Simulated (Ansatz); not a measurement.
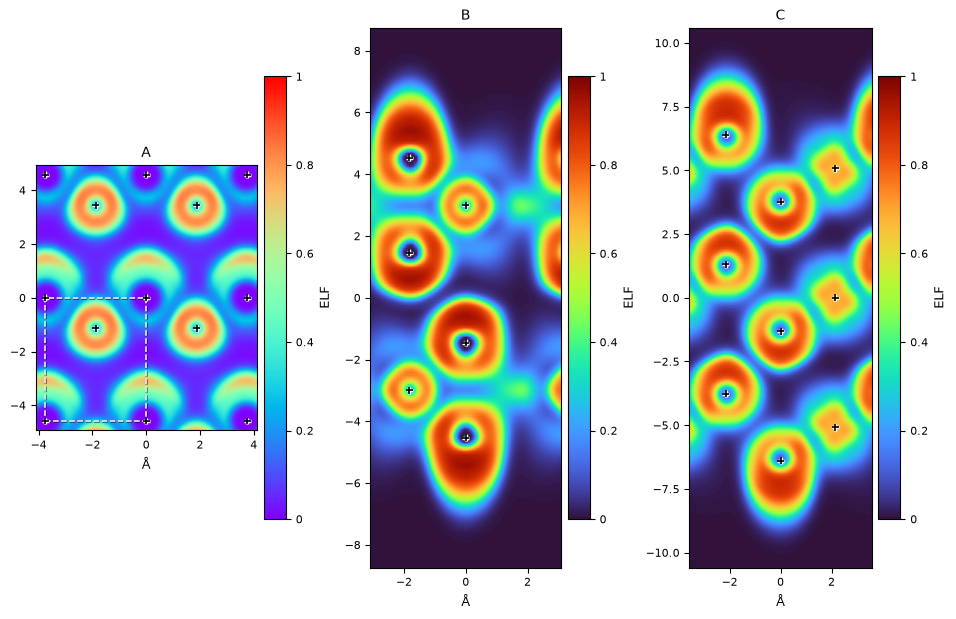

The ELF of 3 systems, each on a plane through atoms (crosses mark nuclei in the plane).

Theory: DFT LDA, scalar-relativistic, plane waves, PAW in Ansatz 0.2.0.

System 1: MoS2, the (110) plane of the calculation cell, a cut from vacuum to vacuum. Computed without spin polarisation.

```yaml
crystal:
  lattice:
    - [3.16000, 0.00000, 0.00000]
    - [-1.58000, 2.73664, 0.00000]
    - [0.00000, 0.00000, 42.35400]
  atoms:
    - { symbol: S, position: [0.66667, 0.33333, 0.21486] }
    - { symbol: Mo, position: [0.33333, 0.66667, 0.25118] }
    - { symbol: S, position: [0.66667, 0.33333, 0.28757] }
    - { symbol: S, position: [0.33333, 0.66667, 0.35645] }
    - { symbol: Mo, position: [0.66667, 0.33333, 0.39285] }
    - { symbol: S, position: [0.33333, 0.66667, 0.42917] }
```

System 2: PtSe2, the (110) plane of the calculation cell, a cut from vacuum to vacuum. 

```
CELL_PARAMETERS angstrom
3.72700 0.00000 0.00000
-1.86350 3.22768 0.00000
0.00000 0.00000 49.36000
ATOMIC_POSITIONS crystal
Se 0.66667 0.33333 0.18233
Pt 0.00000 0.00000 0.20887
Se 0.33333 0.66667 0.23541
Se 0.66667 0.33333 0.28525
Pt 0.00000 0.00000 0.31179
Se 0.33333 0.66667 0.33833
Se 0.66667 0.33333 0.38817
Pt 0.00000 0.00000 0.41471
Se 0.33333 0.66667 0.44125
```

System 3: SnO, the (010) plane of the conventional cell. Space group P4/nmm.

Which map belongs to which system?

Answer. Panel A is system 3, SnO: the plane holds Sn and O. Sn–O (2.20 Å): the ELF peaks at about 0.85 in the valence shell of O, 0.6 Å from its nucleus, and is about 0.20 at the midpoint; no shared electron pair shows on this line. Panel B is system 1, MoS2: the plane holds S and Mo. Mo–S (2.39 Å): the ELF peaks at about 0.85 in the valence shell of S, 0.8 Å from its nucleus, and is about 0.45 at the midpoint. Panel C is system 2, PtSe2: the plane holds Se and Pt. Pt–Se (2.52 Å): the ELF is about 0.50 at the midpoint.
